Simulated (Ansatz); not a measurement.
Ga: phonon calculation

- system: Ga (2 atoms in the cell)
- method: DFT PBEsol, scalar-relativistic, plane waves, PAW, no spin polarisation (Ansatz 0.2.0)

The structure derives from an entry of the Crystallography Open Database. It belongs to a series of runs on one base structure; here: phonons at volume × 1.02.

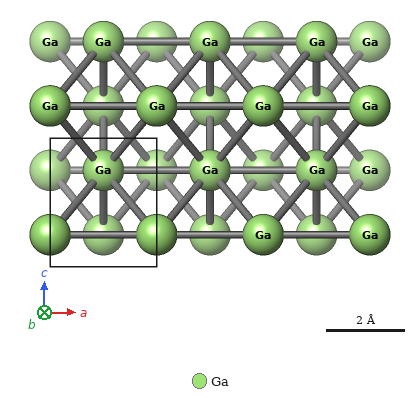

Fig. 1: The structure (ball-and-stick view of the cell 2 times as large as that of the calculation, set on its symmetry axes, repeated 3 × 1 × 2, along the b axis). An atom can appear more than once, as a periodic image. Near neighbours in the periodic cell (some may lie outside the picture): Ga has 8 Ga at 2.71 to 2.85 Å.

## Input file
```yaml
crystal:
  lattice:
    - [1.3777805822, -3.9950234625, 0.0]
    - [1.3777805822, 3.9950234625, 0.0]
    - [0.0, 0.0, 3.3303883258]
  atoms:
    - { symbol: Ga, position: [0.8661866468, 0.1338133532, 0.25] }
    - { symbol: Ga, position: [0.1338133532, 0.8661866468, 0.75] }
basis:
  ecutwfc: 420
kpoints:
  mp_grid: { grid: [16, 16, 14] }
hamiltonian:
  xc: pbesol
scf:
  occupations: { method: fermi_dirac, width: 0.15 }
output:
  eigenvalues: true
phonons:
  method: dfpt
  eigenvectors: true
```

Hardware: 1 thread of Arm Neoverse V2, 24 GiB of memory available, shared host.

Run as:
```bash
ansatz run input.yaml --threads 1 --pin off --max-ram 3072MiB --backend cpu --events-out ev --progress --plain --runs-dir out
```

## Log
```
zone centre: on kpoints.mp_grid the ground state, and the responses unless they are solved on pairs of k-points, stand on 584 of the mesh's 3584 k-points, reduced under 4 symmetry operations, with k and −k counted as one. Each operation leaves every solved displacement unchanged or reverses it
Engine: ansatz 0.2.0, aarch64-unknown-linux-gnu
Pseudopotentials: kind: paw
Pseudopotential: Ga, paw, valence charge 13, recommended cutoff 420 eV (normal), Ga.paw.azcp
Functional definition: PBEsol
  exchange = pbesol_x
  correlation = pbesol_c
Crystal: 2 atoms, lattice volume = 36.663 Å³
Basis set: ecut = 420 eV, 719 PW (Γ), exchange–correlation on 60×60×48 points (8 copies of the dense FFT grid, shifted against one another)
Bands: 17, of which v1, the nominal top of the filled ones, is band 13 counted from 1 (12 counted from 0)
Symmetry: 8 space group operations
k-points: 584 of 3584 (irreducible under 4 space group operations, time reversal used)
Non-local potential: Ga, projectors of the file, l = 0: 2, l = 1: 2, l = 2: 3, l = 3: 1
PAW form: soft (Blöchl's): semilocal exchange-correlation on the pseudo side does not see the compensation charge
PAW frozen core: Ga, regenerated for the run's functional, and the local potential with it (the file was generated under x = pbe(κ = 0.804, μ = 0.2195149727645171), c = pbe(β = 0.06672455060314922))
PAW one-centre angular grid: Ga, 590 points (default); XC on 64 Gauss nodes
Initial density: superposition of atomic densities (neutral atoms: chi_scale 0, normalization atom), corrected by the library's trained network
Initial wavefunctions: pseudopotential atomic-orbital guess
Functional: x = pbesol(κ = 0.804, μ = 0.12345679012345678), c = pbesol(β = 0.046)
SCF iter   1: F=—  HF=-7486.409614 eV  |F-HF|=—  |Δ(HF+E_count)|=         —  Δρ=2.25e-3  dr2=1.26e-3  ethr=1.77e-3  ⟨swp⟩=5.1  Hψ=43999  notcnv=0
preconditioner: auto → Kerker (q_TF=auto, 2.576 Å⁻¹)  [metal: Δε(μ)=0.005 eV  Ē_g=17.206 eV  σ=0.150 eV  W_gap=0.01  n_scr=12 (ndim 8)  ℏωp=31.3 eV  f_vac=0.000  D(μ)=0.68/eV (n_scr^D=2)]
SCF iter   2: F=—  HF=-7486.408325 eV  |F-HF|=—  |Δ(HF+E_count)|=   1.29e-3  Δρ=1.16e-3  dr2=4.37e-4  ethr=4.84e-6  ⟨swp⟩=2.0  Hψ=21233  notcnv=0
SCF iter   3: F=—  HF=-7486.408282 eV  |F-HF|=—  |Δ(HF+E_count)|=   4.35e-5  Δρ=4.69e-4  dr2=1.16e-4  ethr=1.68e-6  ⟨swp⟩=1.0  Hψ=9930  notcnv=0
SCF iter   4: F=—  HF=-7486.408256 eV  |F-HF|=—  |Δ(HF+E_count)|=   2.56e-5  Δρ=1.09e-4  dr2=8.53e-6  ethr=4.45e-7  ⟨swp⟩=2.3  Hψ=13871  notcnv=0
SCF iter   5: F=—  HF=-7486.408255 eV  |F-HF|=—  |Δ(HF+E_count)|=   9.69e-7  Δρ=1.13e-4  dr2=2.20e-6  ethr=3.28e-8  ⟨swp⟩=2.0  Hψ=17569  notcnv=0
SCF iter   6: F=—  HF=-7486.408254 eV  |F-HF|=—  |Δ(HF+E_count)|=   1.00e-6  Δρ=2.29e-5  dr2=7.61e-8  ethr=8.46e-9  ⟨swp⟩=2.0  Hψ=17439  notcnv=0
SCF iter   7: F=—  HF=-7486.408254 eV  |F-HF|=—  |Δ(HF+E_count)|=   2.06e-8  Δρ=1.24e-5  dr2=2.51e-8  ethr=2.93e-10  ⟨swp⟩=1.0  Hψ=9932  notcnv=0
SCF iter   8: F=—  HF=-7486.408254 eV  |F-HF|=—  |Δ(HF+E_count)|=   1.21e-8  Δρ=2.16e-6  dr2=9.57e-10  ethr=9.67e-11  ⟨swp⟩=2.0  Hψ=16031  notcnv=0
SCF iter   9: F=—  HF=-7486.408254 eV  |F-HF|=—  |Δ(HF+E_count)|=  4.95e-10  Δρ=5.43e-7  dr2=5.46e-11  ethr=3.68e-12  ⟨swp⟩=2.0  Hψ=17300  notcnv=0
SCF iter  10: F=-7486.408254 eV  HF=-7486.408254 eV  |F-HF|=9.09e-13  |Δ(HF+E_count)|=  2.82e-11  Δρ=2.68e-8  dr2=2.01e-13  ethr=1.00e-12  ⟨swp⟩=5.1  Hψ=43572  notcnv=0
SCF 1 converged in 10 iterations: F = -7486.408254 eV  dr2 = 2.01e-13
  greatest PAW one-centre occupation: 0.994 electrons in one spin orbital (limit 2), on the Ga atom at site 1 (counted from 0), in its partial waves of l = 2
```

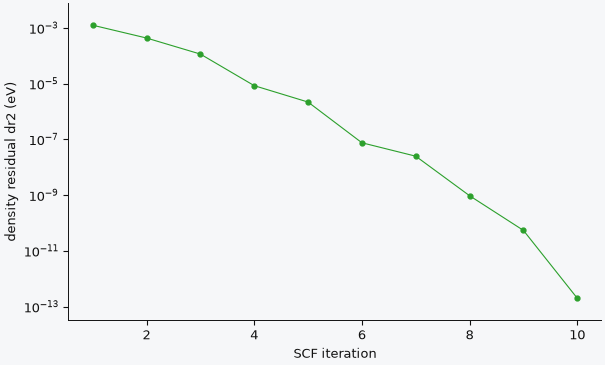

Fig. 2: Convergence of the self-consistent field: density residual dr2 against the SCF iteration. The residual falls at every step.

```
DFPT response loops at Γ: preconditioner auto → Kerker (q_TF=auto, 2.576 Å⁻¹) (partly filled bands, converged f_vac=0.000); β = 1.00, the filter's whole step (`scf.mixing.beta` (0.50) is not read by the response loops under this deck's `scf.mixing.preconditioner`; to damp them name `kerker` or `kerker_dos`, under which they read `scf.mixing.beta`, and type it under 1.00, their step now; both keys bind the ground state too); Broyden in place of MSR1
SCF converged after 10 iterations
Free energy (F): -7486.408254 eV
Harris-Foulkes:  -7486.408254 eV  (|F-HF|=9.09e-13)
Internal energy: -7486.356864 eV  (E = F + TS)
E sigma→0 (E₀):  -7486.382559 eV
Entropy (-TS):   -0.051390 eV (-25.695 meV/atom)
Fermi energy:    9.930038 eV
--- Per-component energies (eV) ---
  E_band       = -67.481479
  E_kinetic    = 230.604562
  E_local      = -3576.416948  (includes V_loc(G=0)·N_el)
  E_nonlocal   = 847.145644
  E_hartree    = 1680.386588
  E_xc         = -138.034311
  E_vxc        = -117.163218  (∫ρ·V_xc dr)
  E_paw        = -3893.050499  (= ΣΔE_a)
  E_vpaw       = -812.424484  (= ΣTr[D̂ρ^β])
  E_aug_tail   = -0.000233  (compensation charges beyond the density's cutoff)
  E_ewald      = -2638.717622
  E_core_change = 1.725956  (= ΣΔE_core)
  E_smearing   = -0.051390  (= −TS)
  E_closure    = 0.000000  (closes the sum)
  Σ components = -7486.408254   (vs F -7486.408254, Δ=0.00e0)
--- Band table (eV; the first three rows and the last of 584) ---
  k-point 0: bands = ["-5.2238", "-5.2215", "-5.1699", "-5.1651", "-4.8830", "-4.8829", "-4.8364", "-4.8306", "-4.8255", "-4.6910", "-1.4393", "7.8547", "8.3662", "11.4120", "15.2194", "19.4919", "20.1811"]
  k-point 1: bands = ["-5.2324", "-5.2099", "-5.1700", "-5.1549", "-4.8943", "-4.8927", "-4.8270", "-4.8260", "-4.8218", "-4.6994", "-1.3691", "7.9371", "8.2504", "10.8952", "16.0367", "19.5550", "19.5682"]
  k-point 2: bands = ["-5.2414", "-5.1870", "-5.1708", "-5.1302", "-4.9153", "-4.9122", "-4.8323", "-4.8073", "-4.8051", "-4.7232", "-1.1580", "7.7257", "8.1827", "10.2431", "17.7518", "18.3256", "18.3718"]
  k-point 583: bands = ["-5.1702", "-5.1702", "-5.1000", "-5.1000", "-4.9041", "-4.9041", "-4.8644", "-4.8644", "-4.8296", "-4.8296", "3.8094", "3.8094", "5.4814", "5.4814", "20.8760", "20.8760", "21.9016"]
--- Phonons (Γ-DFPT): 3 representative perturbations + reference, on 584 of 3584 k-points (Σ response iterations 12) ---
  k mesh reduced under 4 symmetry operations, with k and −k counted as one. Each operation leaves every solved displacement unchanged or reverses it
  ASR residual: 2.212e-5 → 0.000e0 eV/Å²; symmetrization residual: 2.091e-12 eV/Å²
  ASR residual per site (eV/Å²): 2.21e-5 2.21e-5
  Γ frequencies (cm⁻¹): 0.00 0.00 0.00 44.68 115.84 183.14
  non-analytic LO–TO correction: not included (Born effective charges unavailable; polar crystals: no LO–TO splitting at Γ)
```

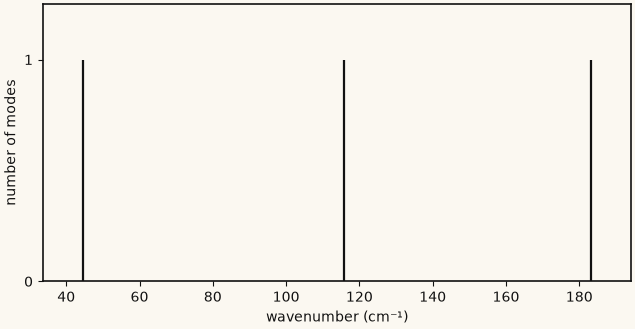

Fig. 3: Optical phonons at the zone centre (no LO–TO term); neighbouring modes closer than 3 cm⁻¹ are counted in one stick. 3 modes from 45 to 183 cm⁻¹, none imaginary.

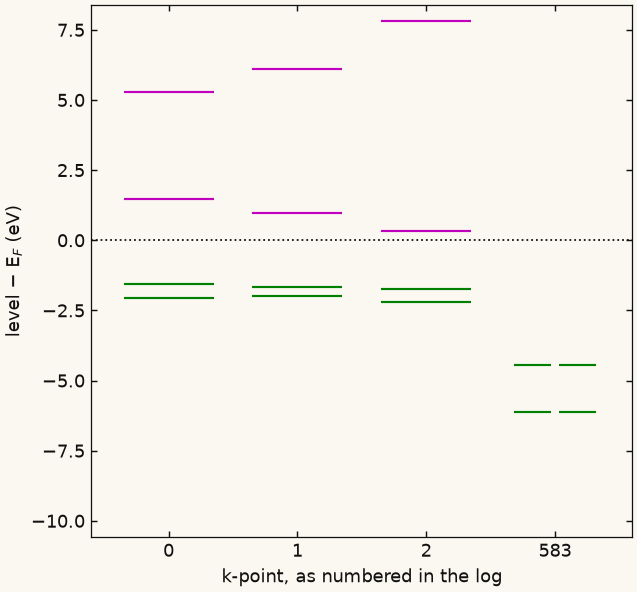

Fig. 4: Kohn–Sham levels near the Fermi level (dotted) at the few k-points that the log prints; levels within 0.02 eV of each other stand side by side. The system is metallic on the full mesh.

## Results in brief

```csv
quantity,value
outcome,converged
space group (tolerance 0.01 Å),Cmcm (63)
electrons treated,26
free energy,−7486.4083 eV
Fermi energy,9.930 eV
gap on the k-point mesh,none (metallic)
wall time,2 min
peak memory,1.4 GiB
```

Results for this metal are sensitive to the k-point mesh.
